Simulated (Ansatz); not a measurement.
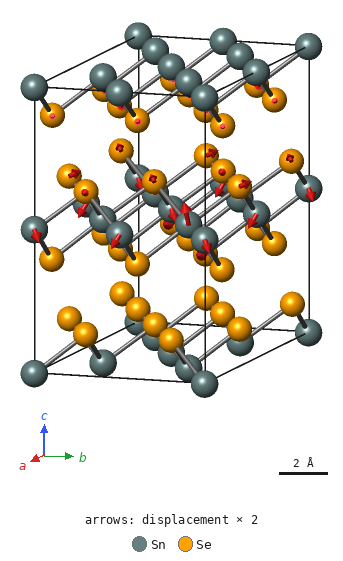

This is a relaxation of solid Sn$_{8}$Se$_{15}$ (a generated structure, set up in P1) (coarse preliminary run). The starting structure is drawn; red arrows show the displacements (the part carried along by the change of the cell is left out), 2 times their true length.

A ball-and-stick model of the larger cell on standard axes (2 times the calculation's cell) (origin shifted), seen slightly off an axis.

Case: 1 of 16 Se atoms taken out at random.

Level of theory: DFT PBEsol, scalar-relativistic, plane waves, PAW (Ansatz).

Input file:
```yaml
crystal:
  lattice:
    - [7.6379680112, 0.0, 0.0]
    - [-3.8189840056, -6.614674331, 0.0]
    - [0.0, 0.0, -12.2941212438]
  atoms:
    - { symbol: Sn, position: [0.000921464, 0.4974277985, 0.4973775734] }
    - { symbol: Sn, position: [0.0058354711, 0.5057687149, 0.0002371687] }
    - { symbol: Sn, position: [0.4967016268, 0.4968640651, 0.4974477463] }
    - { symbol: Sn, position: [0.4990819192, 0.500280962, 0.9995961001] }
    - { symbol: Sn, position: [0.9991341701, 0.9969601826, 0.4971762432] }
    - { symbol: Sn, position: [0.0012539606, 0.9984982208, 0.0006194599] }
    - { symbol: Sn, position: [0.5031499737, 0.0017015528, 0.4970984793] }
    - { symbol: Sn, position: [0.5045186807, 0.0015837848, 0.0017154243] }
    - { symbol: Se, position: [0.8330821379, 0.1674784096, 0.3706728689] }
    - { symbol: Se, position: [0.8349277838, 0.1655533893, 0.8699273832] }
    - { symbol: Se, position: [0.3310935483, 0.1646781204, 0.8716431399] }
    - { symbol: Se, position: [0.8391013013, 0.6726481361, 0.3724874286] }
    - { symbol: Se, position: [0.8269403184, 0.6640934736, 0.8711261597] }
    - { symbol: Se, position: [0.336206194, 0.6689675648, 0.3709374713] }
    - { symbol: Se, position: [0.333126882, 0.6663155186, 0.8688790192] }
    - { symbol: Se, position: [0.1695005084, 0.3395821412, 0.1283279676] }
    - { symbol: Se, position: [0.1631807805, 0.3268114907, 0.6304522258] }
    - { symbol: Se, position: [0.6688689235, 0.3369640668, 0.1279419548] }
    - { symbol: Se, position: [0.6668113264, 0.3346573762, 0.629769387] }
    - { symbol: Se, position: [0.1672137814, 0.825834719, 0.1299417139] }
    - { symbol: Se, position: [0.165958196, 0.8308475647, 0.6306450105] }
    - { symbol: Se, position: [0.6656340322, 0.8330350449, 0.1279480046] }
    - { symbol: Se, position: [0.6694846861, 0.8355183792, 0.6303104386] }
  symmetry: { detect: false }
basis:
  ecutwfc: 420
kpoints:
  mp_grid: { grid: [2, 2, 1], shift: [0.5, 0.5, 0.0] }
hamiltonian:
  xc: pbesol
scf:
  occupations: { method: gaussian, width: 0.1 }
  lower_state_search: "off"
output:
  forces: true
  stress: true
  eigenvalues: true
relax:
  adjacent_minimum: "off"
  f_tol: 0.04
  max_steps: 50
  cell: { stress_tol: 0.3 }
```

Run as
```bash
ansatz run input.yaml --threads 4 --pin off --max-ram 9216MiB --backend cpu --events-out ev --progress --plain --runs-dir out
```

### What did the optimiser do to the structure, and how much energy did it gain?

Over 15 accepted moves (18 points after the start) the energy falls by 0.466 eV per cell of the calculation. The largest force component goes from 0.77 to 0.011 eV/Å. Pressure: −0.22 GPa at the start and 0.00 GPa at the end. The line search rejected the trial steps at points 14, 16 of the run. At 1 point the geometry stayed and the basis and grid were re-selected for the new cell (energy shift of 1.2 meV per cell of the calculation at most each time). The largest move relative to the cell is that of Sn3, 0.58 Å along [1 0 2]. Largest moves by element: Sn 0.58 Å, Se 0.45 Å. The volume changes by −1.2 %, with a 13.229 → 13.174 Å (−0.4 %), b 7.638 → 7.647 Å (+0.1 %), c 12.294 → 12.203 Å (−0.7 %), β 90.0° → 92.9°, γ 90.0° → 88.6°. Some distances before and after: Sn3–Se17 2.746 → 2.974 Å, Sn3–Se19 2.735 → 2.925 Å, Sn3–Se14 2.695 → 2.868 Å, Sn7–Se19 2.741 → 2.598 Å. Bond angles that change, for instance: Se14–Sn3–Se19 178.0° → 155.9°, Se14–Sn7–Se19 178.5° → 157.5°, Se12–Sn5–Se17 178.6° → 159.2°. The space group stays P1 (No. 1). Cost: 5.6 min on 4 threads of Arm Neoverse V2, on a shared host, peak memory 1.6 GiB.

Limits of the set-up: layers or molecules are held without a dispersion correction, so their spacing is unreliable.
